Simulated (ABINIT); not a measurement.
# CaO (Fm-3m): refractive index against wavelength

The refractive index of CaO (Fm-3m) below the direct gap (4.04 eV on the mesh) is read from one computed spectrum, n = √(Re ε).

The structure is cubic, space group Fm-3m (No. 225). The conventional cell has a = 4.813 Å, b = 4.813 Å, c = 4.813 Å, α = 90.00°, β = 90.00°, γ = 90.00°. Ca on site a has 6 O at 2.41 Å as nearest neighbours. O on site b has 6 Ca at 2.41 Å as nearest neighbours.

Method: ABINIT 10.8.3, PBE, independent particles, k-mesh 12×12×12, Lorentzian half width 0.04 eV.

Launch of the response step: `optic optic.abi`. The run took 35 s, its band step included, on 4 threads of Arm Neoverse V2, on a shared host.

```tsv
wavelength (nm)	photon energy E (eV)	n
1310	0.946	1.9655
1064	1.165	1.9714
850	1.459	1.9814
700	1.771	1.9952
633	1.959	2.0052
532	2.331	2.0297
450	2.755	?
```

In the single-oscillator model n² − 1 = E₀E_d/(E₀² − E²), so 1/(n² − 1) = E₀/E_d − E²/(E₀E_d) is linear in E².

Working, on the rows shown:

| x = E² (eV²) | y = 1/(n² − 1) |
| --- | --- |
| 0.895757 | 0.349261 |
| 1.35784 | 0.34645 |
| 2.12762 | 0.34177 |
| 3.13716 | 0.335478 |
| 3.83641 | 0.331035 |
| 5.43137 | 0.320545 |

Means: x̄ = 2.7977, ȳ = 0.33742. Σ(x − x̄)(y − ȳ) = -0.09017, Σ(x − x̄)² = 14.27. Slope = -0.09017 / 14.27 = -0.006319; intercept = ȳ − slope · x̄ = 0.3551. Turned back into n, the line misses the rows shown by at most 0.00056.

Q: What does the fit predict for the withheld row, and how well does it do?

A: At x = 7.5912 the line gives y = 0.30713, that is 2.0630. The run gave 2.0674, so the extrapolation is off by 0.0044, 4 % of the range in the table.

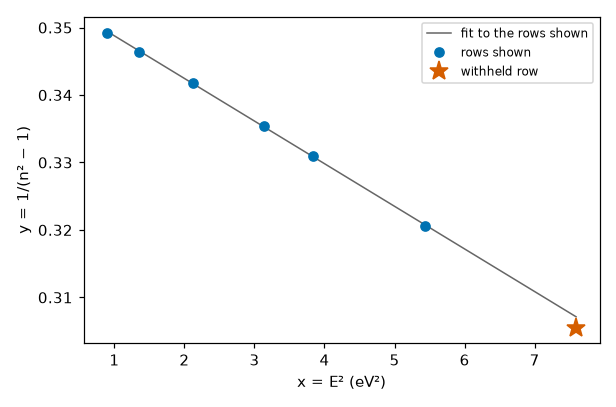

Refitted with all rows, the slope is -0.006526 and the intercept 0.35558. These give E₀ = √(intercept/−slope) = 7.38 eV and E_d = E₀/intercept = 20.8 eV; E₀ is 1.8 times the direct gap. The electronic limit at long wavelengths, without lattice vibrations, is n = √(1 + 1/intercept) = 1.953. Excitons are left out and so are local fields; PBE gaps are as a rule too small. The values come from a sum over the points of one k-mesh and carry its error, which grows as the direct gap shrinks.

[Logs are printed without paths, hosts, clocks, repeated set-up lines and the standing remarks that a program may print on its own settings, such as how far it seeks lower states.]
